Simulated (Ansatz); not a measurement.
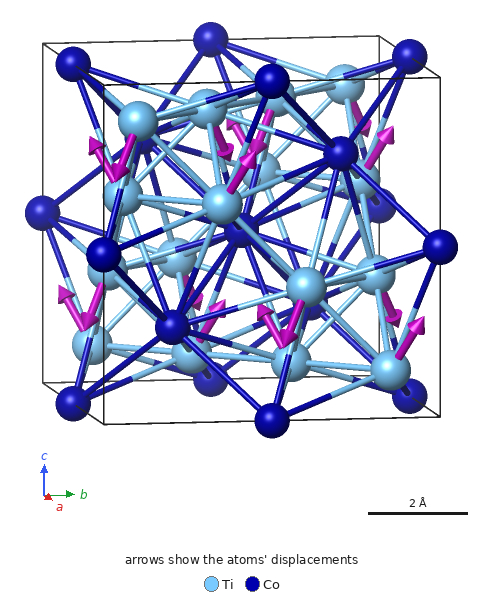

One vibrational mode of solid Ti$_{2}$Co at the zone centre. The purple arrows give the relative displacements of the atoms. Style: ball-and-stick. Shown: the conventional cell (4 times the calculation's cell), slightly off an axis. Lengths and directions refer to the drawn axes.

Method: Ansatz 0.2.0, DFT PBEsol, scalar-relativistic, plane waves, PAW. Settings: plane-wave cutoff 420 eV; k-point mesh 12 × 12 × 12; occupations gaussian; smearing width 0.15 eV; collinear spin.

> Give the symmetry, activity and frequency of this mode.

This is the E_u mode (doubly degenerate; one member of the set is drawn) at 109i cm⁻¹, optical level 2 of 6, counted from below, silent by symmetry (neither infrared- nor Raman-active). The Co atoms stay at rest; atoms of one kind move against one another, with no net shift of their sublattice. The frequency is imaginary, so the structure is unstable against this distortion. Freezing in the drawn pattern lowers the space group from Fd-3m to I-4m2 (No. 119).
